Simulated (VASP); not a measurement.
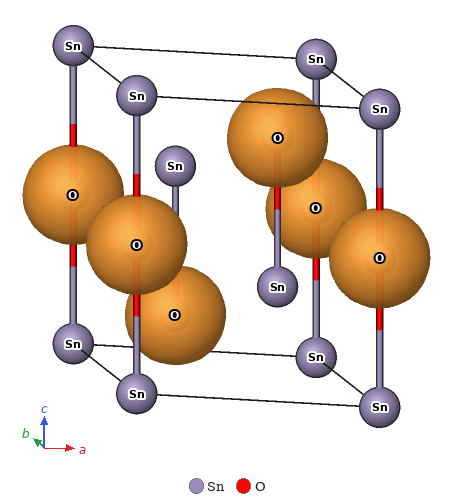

*SnO. Isosurface of the electron localisation function at 0.65 (orange), seen slightly off an axis. Only the valence region is drawn (cores and ρ < 0.01 e/Å³ removed). Sticks mark near contacts.*

Space group R-3m; a generated structure, not necessarily the stable one; changed on purpose from its base cell (shear 111 strain -1.3%); computed pressure about 4 GPa in this cell.

The calculation used VASP 6.6.1, Kohn-Sham DFT of a periodic cell, PBE, VASP PAW PBE potentials, recommended.

In a PAW calculation such maps are meaningful between the atoms, not at the nuclei.

**What do the ELF domains correspond to?**

At this value the surface marks out three regions wrapped around O (the valence shell of each), counted in one cell of 6 atoms. Regions shared between cells count once. Along the contacts the grid gives the following. Sn–O (2.65 Å): the ELF is about 0.20 at the midpoint; no shared electron pair shows on this line.
